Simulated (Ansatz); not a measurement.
# Al31N32 (cell charge −2, with a compensating background) (cell with a defect): what the fields show

Al31N32 (cell charge −2, with a compensating background) (cell with a defect), 63 atoms, a = 9.68 Å, b = 9.68 Å, c = 9.68 Å, α = 99.44°, β = 111.90°, γ = 117.58°.

Spin-polarised.

All numbers below come from Ansatz, DFT PBE, scalar-relativistic, plane waves, PAW.

In a PAW calculation such maps are meaningful between the atoms, not at the nuclei.

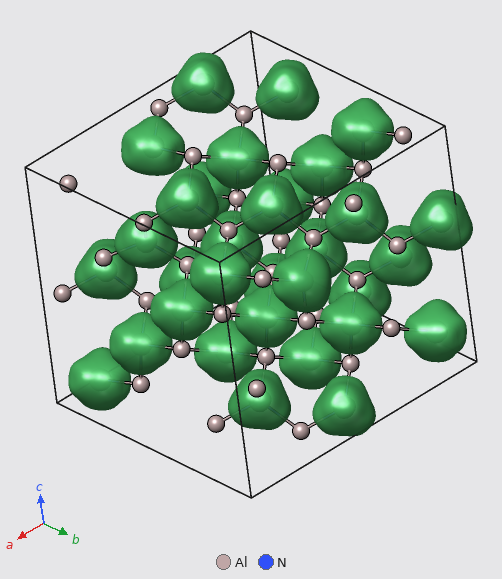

Figure 1. Isosurface of the ELF at 0.65 (green), seen at an oblique angle. Only the valence region is drawn (cores and ρ < 0.01 e/Å³ removed). Sticks mark near contacts.

Where are the electrons localised?

Answer. The ELF exceeds this value in 32 regions on N in which the atom's valence shell and bonds are merged, counted in one cell of 63 atoms. Any copies at cell faces, edges or corners count once.


Al–N (1.82 Å): the ELF peaks at about 0.90 in the valence shell of N, 0.7 Å from its nucleus, and is about 0.85 at the midpoint. Al–N (1.88 Å): the ELF peaks at about 0.90 in the valence shell of N, 0.7 Å from its nucleus, and is about 0.85 at the midpoint.

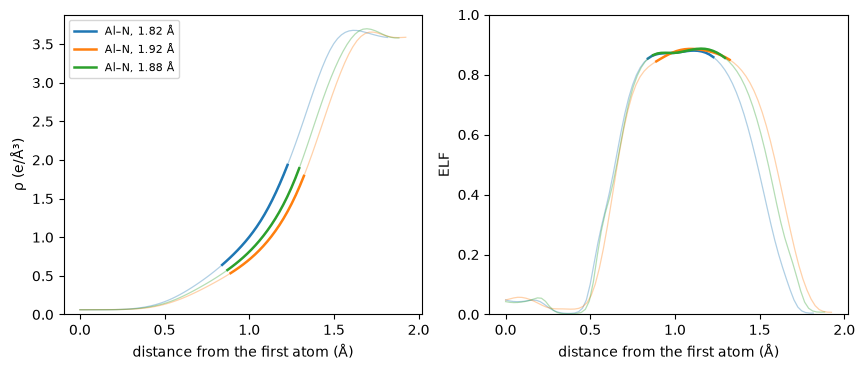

Figure 2. Valence charge density (pseudo) and electron localisation function along straight lines between neighbouring atoms. Thin, pale parts lie inside the atomic spheres.

What can be read from the curves?

Answer. Al–N (1.82 Å): ρ is about 0.78 e/Å³ halfway; the ELF peaks at about 0.90 in the valence shell of N, 0.7 Å from its nucleus, and is about 0.85 at the midpoint.
Al–N (1.92 Å): the density is about 0.64 e/Å³ at the midpoint; the ELF peaks at about 0.90 between the atoms; a polar covalent bond.
Al–N (1.88 Å): the density is about 0.7 e/Å³ at the midpoint; the ELF peaks at about 0.90 in the valence shell of N, 0.7 Å from its nucleus, and is about 0.85 at the midpoint.
